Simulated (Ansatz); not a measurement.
## AlN: geometry relaxation (part 2 of 2)

Continued. System: AlN (F-43m, 2 atoms in the cell). Method: DFT, HSE06, plane waves, PAW, no spin polarisation (Ansatz 0.2.0); cutoff 420 eV, 6×6×6 k-mesh, Fermi–Dirac smearing of 0.02 eV. The structure derives from a Materials Project entry. The geometry comes from this level: r2SCAN.

Geometry of the input (Å; fractional positions):
```
0.0000  2.1849  2.1849
2.1849  0.0000  2.1849
2.1849  2.1849  0.0000
Al 0.0000  0.0000  0.0000
N  0.7500  0.7500  0.7500
```

## The program's output, continued
```
relax step   2: F+E_penalty+E_count = -924.65872143 eV  Δ(F+E_penalty+E_count) = -1.800e-4 eV  max|allowed force component| = 3.932e-17 eV/Å  Δτ_max = 0.0000 Å  P = -0.307 GPa  Ω = 20.827 Å³  energy of the carried Pulay correction = +8.213e-5 eV  (10 SCF iters, accepted)
Crystal: 2 atoms, lattice volume = 20.797 Å³
Exchange kernel: α = 0.2500, screened, ω = 0.2079 Å⁻¹, Wigner–Seitz truncation, v(0) = 1040.7740 eV·Å³, q-mesh 6×6×6, nearest image of the exchange supercell L = 18.52 Å, pair-density grid 15×15×15, without the augmentation charges, whose exchange is taken in its separable form by FFT convolution over the k-point mesh (sized by the pseudopotential files, 18×18×18 at the most), smooth part of the exact exchange by density-matrix convolution
Frozen-core exchange: fock
iter 1 solved again at ethr=1.01e-6 eV; its pass at ethr=1.00e-1 eV (dr2=8.06e-5 eV) is discarded
SCF iter   1: F=—  HF=-924.658829 eV  |F-HF|=—  |Δ(HF+E_count)|=         —  Δρ=4.21e-4  dr2=4.40e-5  ethr=1.01e-6  ⟨swp⟩=4.1  Hψ=545  notcnv=0
preconditioner: auto → none  [insulator: Δε(μ)=4.563 eV  Ē_g=17.576 eV  σ=0.020 eV  W_gap=1.00  n_scr=0 (ndim 8)  ℏωp=23.0 eV  f_vac=0.000  D(μ)=0.00/eV (n_scr^D=0)]
iter 2 solved again at ethr=3.53e-8 eV; its pass at ethr=5.01e-7 eV (dr2=2.82e-6 eV) is discarded
SCF iter   2: F=—  HF=-924.658816 eV  |F-HF|=—  |Δ(HF+E_count)|=   1.25e-5  Δρ=1.41e-4  dr2=4.06e-6  ethr=3.53e-8  ⟨swp⟩=2.2  Hψ=428  notcnv=0
SCF iter   3: F=—  HF=-924.658825 eV  |F-HF|=—  |Δ(HF+E_count)|=   8.09e-6  Δρ=1.32e-4  dr2=2.62e-6  ethr=3.53e-8  ⟨swp⟩=3.0  Hψ=238  notcnv=0
SCF iter   4: F=—  HF=-924.658824 eV  |F-HF|=—  |Δ(HF+E_count)|=   8.96e-7  Δρ=2.51e-5  dr2=7.96e-8  ethr=3.19e-8  ⟨swp⟩=2.9  Hψ=218  notcnv=0
SCF iter   5: F=—  HF=-924.658824 eV  |F-HF|=—  |Δ(HF+E_count)|=   1.14e-8  Δρ=5.82e-6  dr2=1.48e-8  ethr=8.93e-10  ⟨swp⟩=3.7  Hψ=256  notcnv=0
SCF iter   6: F=—  HF=-924.658824 eV  |F-HF|=—  |Δ(HF+E_count)|=   5.36e-8  Δρ=8.17e-6  dr2=1.43e-8  ethr=6.55e-11  ⟨swp⟩=3.8  Hψ=264  notcnv=0
SCF iter   7: F=-924.658824 eV  HF=-924.658824 eV  |F-HF|=2.01e-11  |Δ(HF+E_count)|=   4.82e-9  Δρ=1.12e-6  dr2=7.64e-10  ethr=6.55e-11  ⟨swp⟩=3.0  Hψ=243  notcnv=0
SCF 7 stopped early in 7 iterations: F = -924.658824 eV  dr2 = 7.64e-10
hybrid outer 1: dexx = +9.446e-6 eV, tail = 3.15e-8 eV
Exchange kernel: α = 0.2500, screened, ω = 0.2079 Å⁻¹, Wigner–Seitz truncation, v(0) = 1040.7740 eV·Å³, q-mesh 6×6×6, nearest image of the exchange supercell L = 18.52 Å, pair-density grid 15×15×15, without the augmentation charges, whose exchange is taken in its separable form by FFT convolution over the k-point mesh (sized by the pseudopotential files, 18×18×18 at the most), smooth part of the exact exchange by density-matrix convolution
Frozen-core exchange: fock
SCF iter   1: F=—  HF=-924.658824 eV  |F-HF|=—  |Δ(HF+E_count)|=         —  Δρ=2.91e-6  dr2=5.65e-10  ethr=1.97e-9  ⟨swp⟩=5.0  Hψ=437  notcnv=0
preconditioner: auto → none  [insulator: Δε(μ)=4.555 eV  Ē_g=17.573 eV  σ=0.020 eV  W_gap=1.00  n_scr=0 (ndim 8)  ℏωp=23.0 eV  f_vac=0.000  D(μ)=0.00/eV (n_scr^D=0)]
SCF iter   2: F=—  HF=-924.658824 eV  |F-HF|=—  |Δ(HF+E_count)|=  6.65e-11  Δρ=9.77e-7  dr2=6.86e-11  ethr=6.90e-12  ⟨swp⟩=3.0  Hψ=250  notcnv=0
SCF iter   3: F=-924.658824 eV  HF=-924.658824 eV  |F-HF|=1.25e-12  |Δ(HF+E_count)|=  9.03e-11  Δρ=1.68e-7  dr2=1.21e-11  ethr=1.00e-12  ⟨swp⟩=2.4  Hψ=199  notcnv=0
SCF 8 converged in 3 iterations: F = -924.658824 eV  dr2 = 1.21e-11
  Residual-converged pass: ⟨swp⟩=4.0  Hψ=302  notcnv=0  max |occ|·‖R‖ = 9.2e-9 eV (tolerance 1.0e-8 eV)  dr2=1.22e-11  dr2_onsite=1.96e-13  max |Δocc| = 0.0e0
hybrid outer 2: dexx = +2.971e-10 eV, tail = 3.86e-11 eV, Δε = 3.63e-5 eV (about 1.26e-6 eV left of the loop's levels)
relax step   3: F+E_penalty+E_count = -924.65882401 eV  Δ(F+E_penalty+E_count) = -1.026e-4 eV  max|allowed force component| = 6.245e-17 eV/Å  Δτ_max = 0.0000 Å  P = +0.001 GPa  Ω = 20.797 Å³  energy of the carried Pulay correction = +1.563e-4 eV  (10 SCF iters, accepted)
Exchange kernel: α = 0.2500, screened, ω = 0.2079 Å⁻¹, Wigner–Seitz truncation, v(0) = 1040.7740 eV·Å³, q-mesh 6×6×6, nearest image of the exchange supercell L = 18.52 Å, pair-density grid 15×15×15, without the augmentation charges, whose exchange is taken in its separable form by FFT convolution over the k-point mesh (sized by the pseudopotential files, 18×18×18 at the most), smooth part of the exact exchange by density-matrix convolution
Frozen-core exchange: fock
iter 1 solved again at ethr=1.00e-12 eV; its pass at ethr=1.00e-1 eV (dr2=1.36e-12 eV) is discarded
SCF iter   1: F=—  HF=-924.658824 eV  |F-HF|=—  |Δ(HF+E_count)|=         —  Δρ=2.73e-7  dr2=4.59e-12  ethr=1.00e-12  ⟨swp⟩=15.8  Hψ=1213  notcnv=3
preconditioner: auto → none  [insulator: Δε(μ)=4.773 eV  Ē_g=17.844 eV  σ=0.020 eV  W_gap=1.00  n_scr=0 (ndim 8)  ℏωp=23.0 eV  f_vac=0.000  D(μ)=0.00/eV (n_scr^D=0)]
SCF iter   2: F=-924.658824 eV  HF=-924.658824 eV  |F-HF|=4.55e-13  |Δ(HF+E_count)|=  1.25e-12  Δρ=1.11e-7  dr2=1.18e-12  ethr=1.00e-12  ⟨swp⟩=2.0  Hψ=192  notcnv=0
SCF 9 converged in 2 iterations: F = -924.658824 eV  dr2 = 1.18e-12
hybrid outer 1: dexx = +6.750e-13 eV, tail = 1.95e-12 eV
Exchange kernel: α = 0.2500, screened, ω = 0.2079 Å⁻¹, Wigner–Seitz truncation, v(0) = 1040.7740 eV·Å³, q-mesh 6×6×6, nearest image of the exchange supercell L = 18.52 Å, pair-density grid 15×15×15, without the augmentation charges, whose exchange is taken in its separable form by FFT convolution over the k-point mesh (sized by the pseudopotential files, 18×18×18 at the most), smooth part of the exact exchange by density-matrix convolution
Frozen-core exchange: fock
SCF iter   1: F=—  HF=-924.658824 eV  |F-HF|=—  |Δ(HF+E_count)|=         —  Δρ=1.16e-7  dr2=6.83e-13  ethr=2.50e-12  ⟨swp⟩=11.9  Hψ=666  notcnv=0
preconditioner: auto → none  [insulator: Δε(μ)=4.556 eV  Ē_g=17.574 eV  σ=0.020 eV  W_gap=1.00  n_scr=0 (ndim 8)  ℏωp=23.0 eV  f_vac=0.000  D(μ)=0.00/eV (n_scr^D=0)]
SCF iter   2: F=-924.658824 eV  HF=-924.658824 eV  |F-HF|=2.27e-13  |Δ(HF+E_count)|=  3.41e-13  Δρ=5.76e-8  dr2=1.52e-13  ethr=1.00e-12  ⟨swp⟩=2.0  Hψ=192  notcnv=0
SCF 10 converged in 2 iterations: F = -924.658824 eV  dr2 = 1.52e-13
  Residual-converged pass: ⟨swp⟩=3.0  Hψ=248  notcnv=0  max |occ|·‖R‖ = 9.7e-9 eV (tolerance 1.0e-8 eV)  dr2=1.53e-13  dr2_onsite=5.65e-14  max |Δocc| = 0.0e0
hybrid outer 2: dexx = +0.000e0 eV, tail = 4.14e-13 eV, Δε = 5.39e-7 eV (about 8.06e-7 eV left of the loop's levels)
relax step   4: F+E_penalty+E_count = -924.65882401 eV  Δ(F+E_penalty+E_count) = -1.444e-11 eV  max|allowed force component| = 4.279e-17 eV/Å  Δτ_max = 0.0000 Å  P = -0.008 GPa  Ω = 20.797 Å³  stress off target by 8.35e-3 GPa  SCF on the basis re-selected at this cell (its energy is not comparable with the rows above)  (4 SCF iters)
```

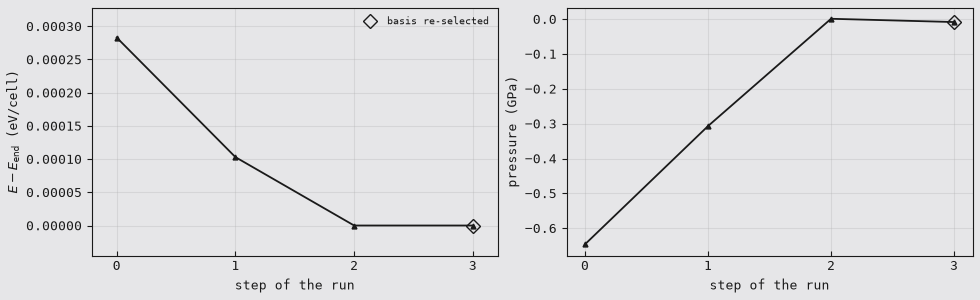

Fig. 1: Progress of the relaxation, step by step (the first geometry is step 0 here and step 1 in the log). The energy falls by 0.3 meV per cell of the calculation in 2 geometry steps. All forces vanish by symmetry, so only the cell relaxes. Pressure: −0.65 GPa at the start and −0.01 GPa at the end. No atom moves by more than 0.005 Å relative to the cell. Cell: a = b = c 4.370 → 4.365 Å (−0.1 %). Volume −0.3 %. The space group stays F-43m (No. 216). A last SCF at the same geometry on a re-selected plane-wave basis shifts the energy by next to nothing (0.0 meV per cell of the calculation).

```
basis re-selected at this cell: Δ(F+E_penalty+E_count) = -1.444e-11 eV, ΔP = -0.009 GPa vs the last step (what re-selecting the basis moved, of the pressure what is left beyond the Pulay correction that the steps carried, after the strain that the cell walked since its last selection, with what the two solves' SCF thresholds leave and, on support functions, any second-order correction that the steps lacked; it is no measure of the basis error at this ecutwfc). This SCF's stress stands 8.35e-3 GPa from its target on what of the cell is left free (relax.cell.stress_tol is 5.00e-2 GPa) and its largest allowed force component is 4.28e-17 eV/Å (relax.f_tol is 5.00e-3 eV/Å): within both
hybrid SCF converged: 2 outer / 4 inner (+0 warm-up), last move |dexx| = 0.00e0 eV, tail = 4.14e-13 eV
Stability not checked: this state was not tested for a lower state beside it, because the functional holds exact exchange (a hybrid, or Hartree-Fock), whose exchange loop this test does not read (fock_operator; see scf.lower_state_search)
Free energy (F): -924.658824 eV
Frozen-core exchange: fock
Harris-Foulkes:  -924.658824 eV  (|F-HF|=2.27e-13)
Internal energy: -924.658824 eV  (E = F + TS)
E sigma→0 (E₀):  -924.658824 eV
Fermi energy:    8.334010 eV
--- Per-component energies (eV) ---
  E_band       = 4.232058
  E_kinetic    = 160.097117
  E_local      = -222.248499  (includes V_loc(G=0)·N_el)
  E_nonlocal   = 54.326667
  E_hartree    = 77.479001
  E_xc         = -82.623019
  E_vxc        = -86.964763  (∫ρ·V_xc dr)
  E_exx        = -17.929650  (= α·E_x^exact, valence–valence)
  E_paw        = -596.913126  (= ΣΔE_a)
  E_vpaw       = -20.077262  (= ΣTr[D̂ρ^β])
  E_aug_tail   = 0.000097  (compensation charges beyond the density's cutoff)
  E_ewald      = -296.780418
  E_core_change = -0.066995  (= ΣΔE_core)
  E_smearing   = -0.000000  (= −TS)
  E_closure    = 0.000000  (closes the sum)
  Σ components = -924.658824   (vs F -924.658824, Δ=0.00e0)
--- Forces (eV/Å), atoms counted from 1 ---
  atom   1  Al     0.00000000     0.00000000    -0.00000000
  atom   2  N      0.00000000    -0.00000000    -0.00000000
  max |Σ_I F_I| component: 4.16e-17 eV/Å
--- Stress (GPa, compression-positive) ---
       -0.008353      -0.000000      -0.000000
       -0.000000      -0.008353       0.000000
       -0.000000       0.000000      -0.008353
  P = ⅓ Tr σ = -0.0084 GPa (-0.084 kbar)
--- Band table (eV; the first three rows and the last of 16) ---
  k-point 0: bands = ["-10.3861", "6.0561", "6.0561", "6.0561", "11.6339", "20.3707"]
  k-point 1: bands = ["-9.9617", "4.0982", "5.9128", "5.9128", "13.1229", "19.4527"]
  k-point 2: bands = ["-8.9138", "1.1547", "5.6516", "5.6516", "14.6067", "18.2245"]
  k-point 15: bands = ["-7.4947", "1.3980", "3.0515", "3.4019", "12.6344", "17.9835"]
  guard bands above this table: 2 of the run's 8 bands. The solve was not asked for them (output.publish_guard_bands: true or output.eigenvalues: true publishes all)
--- Relaxed structure (3 steps of the walk, 3 accepted, 1 SCFs on fresh bases) ---
  F+E_penalty+E_count = -924.65882401 eV   max|allowed force component| = 4.279e-17 eV/Å   (the final SCF, on the basis selected at the relaxed cell)
  cell:  # Å, volume = 20.7973 Å³
    - [-1.2865814383061365e-33, 2.1826920340009246, 2.1826920340009246]
    - [2.1826920340009246, 7.643058049343423e-35, 2.1826920340009246]
    - [2.1826920340009246, 2.1826920340009246, 2.2547021245562987e-33]
  atoms:
    - { symbol: Al, position: [9.733033712793695e-35, -6.427475093354327e-35, -2.8831816847332266e-34] }
    - { symbol: N, position: [0.75, 0.75, 0.75] }
```

## Trajectory as extended XYZ (Å, eV, eV/Å), 4 frames, from step=1 to step=4
```
2
Lattice="0.0000 2.1849 2.1849 2.1849 0.0000 2.1849 2.1849 2.1849 0.0000" Properties=species:S:1:pos:R:3:forces:R:3 step=1 energy=-924.65854 pressure_GPa=-0.65
Al    0.0000    0.0000    0.0000    0.0000   0.0000   0.0000
N     3.2773    3.2773    3.2773    0.0000   0.0000   0.0000
2
Lattice="0.0000 2.1837 2.1837 2.1837 0.0000 2.1837 2.1837 2.1837 0.0000" Properties=species:S:1:pos:R:3:forces:R:3 step=2 energy=-924.65872 pressure_GPa=-0.31
Al    0.0000    0.0000    0.0000    0.0000   0.0000   0.0000
N     3.2756    3.2756    3.2756    0.0000   0.0000   0.0000
2
Lattice="0.0000 2.1827 2.1827 2.1827 0.0000 2.1827 2.1827 2.1827 0.0000" Properties=species:S:1:pos:R:3:forces:R:3 step=3 energy=-924.65882 pressure_GPa=0.00
Al    0.0000    0.0000    0.0000    0.0000   0.0000   0.0000
N     3.2740    3.2740    3.2740    0.0000   0.0000   0.0000
2
Lattice="0.0000 2.1827 2.1827 2.1827 0.0000 2.1827 2.1827 2.1827 0.0000" Properties=species:S:1:pos:R:3:forces:R:3 step=4 energy=-924.65882 pressure_GPa=-0.01
Al    0.0000    0.0000    0.0000    0.0000   0.0000   0.0000
N     3.2740    3.2740    3.2740    0.0000   0.0000   0.0000
```
